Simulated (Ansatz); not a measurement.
# Exchange couplings of CuSe2O5 against Cu–Cu distance from PBEsol+U: one strong chain coupling and a missing interchain shell

The usual rule of thumb is that exchange in an insulator dies off with distance, so the nearest shells settle the magnetic order. CuSe2O5 obeys the first half only roughly and the second half only along one direction. This matters when a spin model is cut to a few couplings: a cut by distance can keep a negligible pair and drop one that fixes the order.

We compare eleven Cu–Cu shells between 4.00 and 9.74 Å, calculated with PBEsol and a U of 6 eV on Cu. Each $J$ is measured in the calculated antiferromagnetic state, and a positive value favours parallel moments. Values quoted below are for constrained moments unless the rigid set is named.

## Method

One system, CuSe2O5 (C2/c), in the lowest of the collinear states that were tried (antiferromagnetic, 16 atom(s), 2 counted as magnetic, largest moment 0.61 muB), from measured cells of the Crystallography Open Database (measured order: antiferro k=(1,0,0) (arxiv:1302.0719)). Ansatz 0.2.0, plane waves with its default PAW datasets, cutoff 420 eV, collinear spins without spin-orbit coupling, Fermi-Dirac smearing of 0.05 eV. The k mesh is 8×8×4 and the sums for the couplings run over 8×8×6. Functional: PBEsol, Dudarev U (eV) Cu 6. The couplings are taken at constrained moments: the directions are held and the rest of the density and field relaxes in linear response. A second set comes from the magnetic force theorem at rigid moments: each moment turns with its exchange field frozen. The mean-field temperature from all couplings of the first set is 103 K. Shells are pairs of one length, elements and relative sign; shells whose pairs differ much, and those beyond half the range that the mesh resolves, are left out. By the count of bands on its mesh the state is insulating, with a gap of 1.46 eV.

Notes on method and selection:

- J is defined by E = -sum over ordered pairs (each pair twice) of J e_i.e_j with unit vectors e, a classical Heisenberg model without biquadratic or multi-spin terms, so J > 0 favours parallel moments and the moment's size is inside J.
- The state is the lowest of a few collinear starts and need not be the true ground state; spin-orbit coupling is left out.
- Far couplings are the most sensitive to the k mesh.
- Couplings at rigid moments can miss in size and sometimes in sign.
- its own couplings prefer another order, at q = (-0.5, -0.5, 0) of this cell, to which the mean-field value belongs
- Ansatz's own search for a lower self-consistent state was switched off in some of these runs and left at its default in others, so a run may rest in a state that is not the lowest for its pattern of moments.
- In insulators under a U, antiferromagnetic superexchange from these couplings can differ by one to four tenths from that of total energies at the same settings (constrained couplings mostly lie weaker), so a match with experiment does not fix U.
- Runs whose couplings were flagged as in doubt, moved by over 30 per cent with the upper empty bands, lost their pattern of moments or rest on unlike orbital states are not listed.
- For crystals with 4f or 5f elements only couplings at constrained moments are used, since rigid ones can be several times too large.
- Runs that did not converge, have known faults or may not be shown are not listed, and runs on Ansatz's PAW sets soft_1 and soft_2 are kept to separate tables.

Columns:

- distance (Å): distance of the pair.
- neighbours: such neighbours per magnetic atom.
- pair: elements and relative sign of the two moments in this state.
- J, constrained (meV): mean J of the shell at constrained moments.
- J, rigid (meV): mean J of the same pairs at rigid moments.
- part in mean field (meV): J times neighbours times the relative sign, first set: the shell's part in the mean field that holds this state (negative: it works against the state).

Input lines of one member:

```
magnetization:
  spin_polarized: true
kpoints:
  mp_grid: { grid: [8, 8, 4] }
  band_path:
    path:
      - [0.0, 0.0, 0.0]
      - [0.5, 0.0, 0.0]
      - [0.5, 0.5, 0.0]
      - [0.0, 0.0, 0.0]
      - [0.0, 0.0, 0.5]
      - [0.5, 0.5, 0.5]
      - [0.0, 0.5, 0.0]
    npoints: 11
hamiltonian:
  xc: pbesol
  hubbard:
    sites: [{ species: Cu, l: d, u_eff: 6.0, starting_ns: occupation_matrices }]
    projectors: ortho-atomic
scf:
  occupations: { method: fermi_dirac, width: 0.05 }
  lower_state_search: "off"
output:
  write_bands: true
  eigenstates:
    nscf_kmesh: { grid: [8, 8, 6] }
    top_band: c162
    exchange_couplings: { magnetic: [{ species: Cu }] }
```

Command (options for logging and memory left out): `ansatz run input.yaml`

## The series

| member | distance (Å) | neighbours | pair | J, constrained (meV) | J, rigid (meV) | part in mean field (meV) |
| --- | --- | --- | --- | --- | --- | --- |
| Cu–Cu at 4.00 Å, opposed | 4.00 | 2 | Cu–Cu, opposed | −5.96526 | −5.7364 | 11.9305 |
| Cu–Cu at 4.87 Å | 4.87 | 2 | Cu–Cu, parallel | 0.01305 | 0.0140 | 0.0261 |
| Cu–Cu at 6.30 Å, opposed | 6.30 | 4 | Cu–Cu, opposed | −0.01983 | −0.0241 | 0.0793 |
| Cu–Cu at 6.46 Å, opposed | 6.46 | 4 | Cu–Cu, opposed | −0.00902 | −0.0184 | 0.0361 |
| Cu–Cu at 7.99 Å | 7.99 | 2 | Cu–Cu, parallel | 0.11587 | 0.1482 | 0.2317 |
| Cu–Cu at 8.43 Å | 8.43 | 4 | Cu–Cu, parallel | −0.00629 | −0.0058 | −0.0252 |
| Cu–Cu at 8.87 Å, opposed | 8.87 | 4 | Cu–Cu, opposed | 0.00881 | 0.0113 | −0.0352 |
| Cu–Cu at 9.36 Å | 9.36 | 4 | Cu–Cu, parallel | −0.00562 | −0.0079 | −0.0225 |
| Cu–Cu at 9.44 Å, opposed | 9.44 | 4 | Cu–Cu, opposed | −0.00417 | −0.0044 | 0.0167 |
| Cu–Cu at 9.58 Å | 9.58 | 4 | Cu–Cu, parallel | −0.00011 | −0.0001 | −0.0004 |
| Cu–Cu at 9.74 Å | 9.74 | 2 | Cu–Cu, parallel | −0.00008 | −0.0001 | −0.0002 |

J, constrained (meV) against distance (Å) (numbers count the rows of the first table from the top):

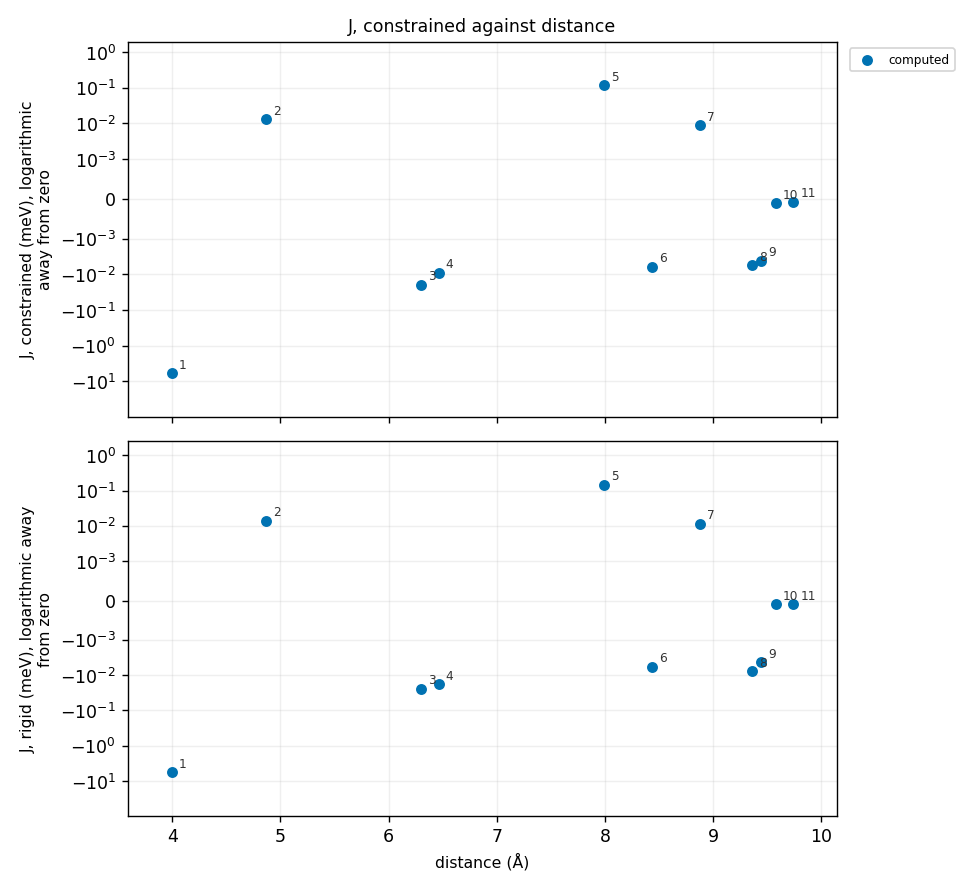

## The trend and its physics

The coupling at 4.00 Å is −5.97 meV, and no other listed shell comes near it. The next in size, at 7.99 Å, is weaker by 5.96526 / 0.11587 = 51 and has the opposite sign. Beyond 8 Å every listed coupling is below 0.01 meV in size. The sign changes six times down the table, so distance alone fixes neither sign nor size.

The 4.00 Å pairs form chains, in which Cu ions are linked through oxygen and selenium. Each Cu²⁺ has one half-filled d orbital, and virtual hopping $t$ between neighbours lowers the energy only if their moments are opposed. The 7.99 Å pair is the second neighbour on the same chain. In a one-band model of an evenly spaced chain with antiparallel neighbours, spin splitting $\Delta$ and frozen exchange fields, the leading terms (second order in $t$ for the first neighbour, fourth for the second) are

$$J_1 \approx -\frac{t^2}{2\Delta}, \qquad J_2 \approx -3\,\frac{t^2}{\Delta^2}\,J_1 .$$

The second coupling is therefore positive and small, as found. Eliminating $t$ gives $\Delta = 6J_1^2/J_2$. With the rigid couplings this is 6 × 5.7364² / 0.1482 = 1330 meV, close to the calculated gap of 1.46 eV; in the model the gap equals $\Delta$. This is consistent with such an origin but does not prove it, since the model leaves out the oxygen and selenium states.

The order between chains is another matter. The mean-field temperature follows from $k_BT = \tfrac{2}{3}\sum J$, with each $J$ signed by the order and $k_B$ = 0.0862 meV/K. The stated 103 K thus needs 1.5 × 0.0862 × 103 = 13.3 meV. If every listed shell were fully satisfied, the parts would add up to only 11.9305 + 0.0261 + 0.0793 + 0.0361 + 0.2317 + 0.0252 + 0.0352 + 0.0225 + 0.0167 + 0.0004 + 0.0002 = 12.4 meV. At least 0.9 meV must come from shells left out of the table, about four times the part of the 7.99 Å shell.

The 103 K belongs to an order that reverses the moments joined by the C-centring translation and leaves each chain as it is. This is the measured propagation vector, k = (1,0,0), written in the primitive cell. The 4.00 Å shell therefore decides the order within a chain, and an unlisted antiferromagnetic coupling most likely decides how the chains are stacked.

## Exceptions

The 4.87 Å shell is the clearest exception to decay with distance. It is the second shortest listed, yet its 0.013 meV is about nine times smaller than the coupling at 7.99 Å. A likely reason is that the half-filled orbitals of these two Cu ions share no effective bridge, since such an orbital points at its four close oxygen neighbours and has little weight elsewhere. Small contributions of opposite sign may also cancel.

The most telling absence is the shell joined by the centring translation. Its pairs are parallel in the calculated state and opposed in the preferred one, which makes it the likeliest source of the missing 0.9 meV. Symmetry allows two different couplings at this one length, and shells whose pairs differ much are not listed.

The values at 9.58 and 9.74 Å, near 0.0001 meV, are zero for any practical purpose, and their signs carry no meaning.

## Applications

**How much of the mean-field temperature comes from a single chain?**
The two chain shells contribute 11.9305 + 0.2317 = 12.16 meV. This corresponds to 2 × 12.16 / (3 × 0.0862) = 94 K, or 94 / 103 = 0.91 of the full value. A chain model reproduces the energy scale well, but it contains nothing that could align one chain with the next.

**What happens if the 4.00 Å coupling is 10 per cent weaker?**
Its part in the mean field falls by 0.10 × 11.93 = 1.19 meV. The temperature drops by 2 × 1.19 / (3 × 0.0862) = 9 K, from 103 to about 94 K. The stacking preference is unchanged, because the chain part is the same in both orders.

**Will the couplings at rigid moments do?**
For the main chain coupling they will: 5.7364 / 5.96526 = 0.96, a difference of 4 per cent. At 7.99 Å the rigid value is larger by 0.1482 / 0.11587 = 1.28, and at 6.46 Å by 0.0184 / 0.00902 = 2.0. All eleven signs agree. The rigid set is thus adequate for the main chain coupling, while for the weaker shells it gives the sign and mostly the size to within a third, with 6.46 Å as the main exception.

## What to take away

Within the listed range, CuSe2O5 is a chain magnet with one dominant antiferromagnetic coupling. A spin model should keep the 4.00 Å shell and the unlisted interchain coupling before any of the other short contacts.

The couplings were taken from a state that they themselves do not favour, so the weak ones could shift somewhat in the preferred order. A larger U would weaken the antiferromagnetic superexchange. Total energies at the same settings would mostly give a stronger one, by one to four tenths. Mean-field theory also neglects fluctuations, which are severe in spin-half chains, so for given couplings the true ordering temperature lies well below the mean-field value. Spin-orbit coupling is left out, and with it the preferred direction of the moments.

[Logs are printed without paths, hosts, clocks, repeated set-up lines and the standing remarks that a program may print on its own settings, such as how far it seeks lower states.]
